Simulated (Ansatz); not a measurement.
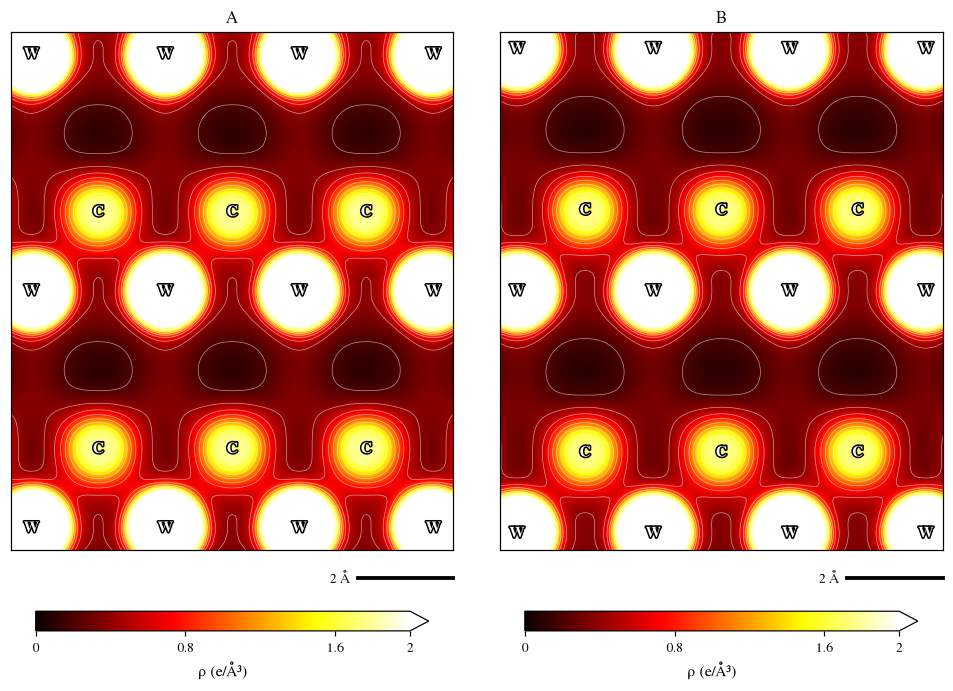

WC. The valence electron density of two cells that differ in size, on the (110) plane of each (indices in the axes of the calculation cell), at one length scale and on one colour scale: B has 10.5 Å³ an atom and A 9.9.

These are results of DFT PBE, scalar-relativistic, plane waves, PAW in Ansatz 0.2.0, not measurements.

The density is the valence pseudo-density of a PAW calculation; it isn't the true density close to the nuclei.

### What changes from the larger cell to the smaller?

From the larger cell to the smaller, W–W goes from 2.85 to 2.80 Å, and the density at its midpoint from 0.36 to 0.39 e/Å³; W–C goes from 2.21 to 2.16 Å, and the density at its midpoint from 0.65 to 0.71 e/Å³; the pressure goes from 0.0 to 27 GPa.
